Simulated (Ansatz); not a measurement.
Input

```
crystal:
  lattice:
    - [4.21, 0.0, 0.0]
    - [0.0, 4.21, 0.0]
    - [0.0, 0.0, 4.21]
  atoms:
    - { symbol: Mg, position: [0.0, 0.0, 0.0] }
    - { symbol: Mg, position: [0.0, 0.5, 0.5] }
    - { symbol: Mg, position: [0.5, 0.0, 0.5] }
    - { symbol: Mg, position: [0.5, 0.5, 0.0] }
    - { symbol: O, position: [0.5, 0.0, 0.0] }
    - { symbol: O, position: [0.5, 0.5, 0.5] }
    - { symbol: O, position: [0.0, 0.0, 0.5] }
    - { symbol: O, position: [0.0, 0.5, 0.0] }
scf:
  occupations: { method: methfessel_paxton, width: 0.1 }
output:
  forces: true
  stress: true
  eigenvalues: true
  write_density: true
  write_potential: true
  elf: true
  volumetric_format: npy
kpoints:
  mp_grid: { grid: [8, 8, 8] }
hamiltonian:
  xc: lda
relax:
  f_tol: 0.01
  adjacent_minimum: "off"
  cell: { stress_tol: 0.05, fix: [shape] }
```

Command:

```sh
ansatz run input.yaml --threads 4 --pin off --max-ram 14336MiB --backend cpu --events-out ev --progress --plain --runs-dir out
```

Below, planes, directions and counts refer to the conventional cell (a = 4.16 Å, b = 4.16 Å, c = 4.16 Å, α = 90.00°, β = 90.00°, γ = 90.00°).

The fields are those of the relaxed geometry.

Space group Fm-3m; a generated structure, not necessarily the stable one.

The calculation used DFT LDA, scalar-relativistic, plane waves, PAW (Ansatz).

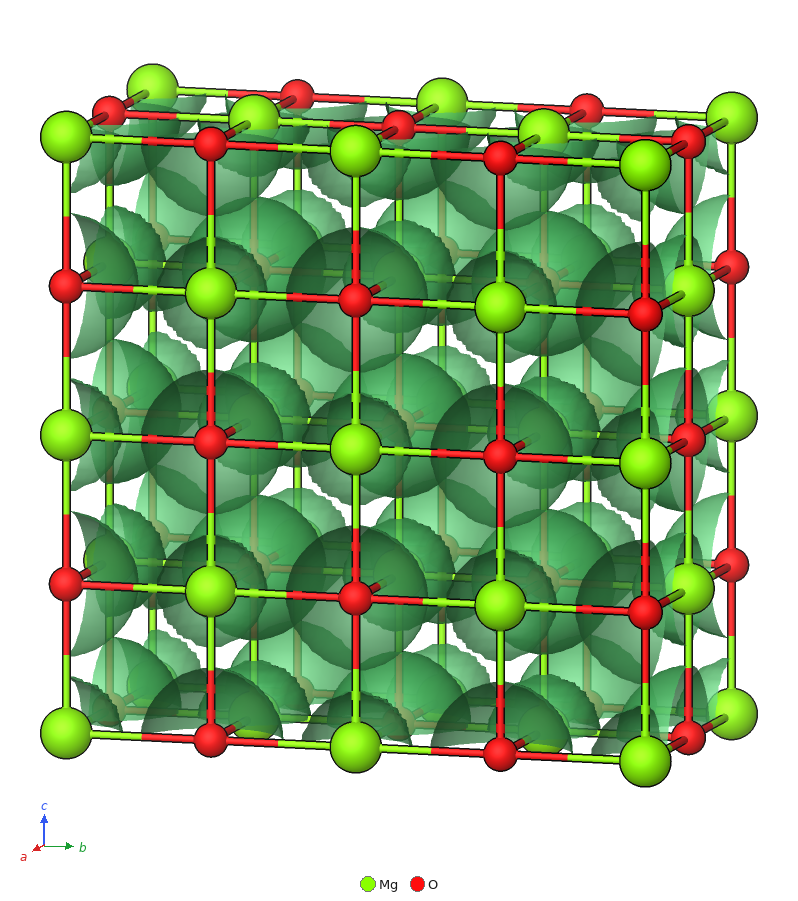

MgO. Isosurface of the valence charge density (pseudo) at 0.4 e/Å³ (green), seen slightly off an axis. Sticks mark near contacts.

Core electrons are frozen (PAW), and the valence fields are smoothed inside the atomic spheres.

Question: Which contacts does the surface bridge?

Answer: At this value the density breaks into separate islands; it holds about 85 % of the electrons treated as valence (semicore included). It bridges none of the near contacts. It is pinched off along the shortest Mg–O (2.08 Å) contacts. On the grid the lowest density along these lines, outside the cores, is 0.3 e/Å³ (Mg–O, 2.08 Å).

Question: Does the calculation make it a metal, or give it a gap?

Answer: It is gapped, with a Kohn–Sham gap of 5.0 eV on the k-point mesh, an upper bound to the gap of this method.
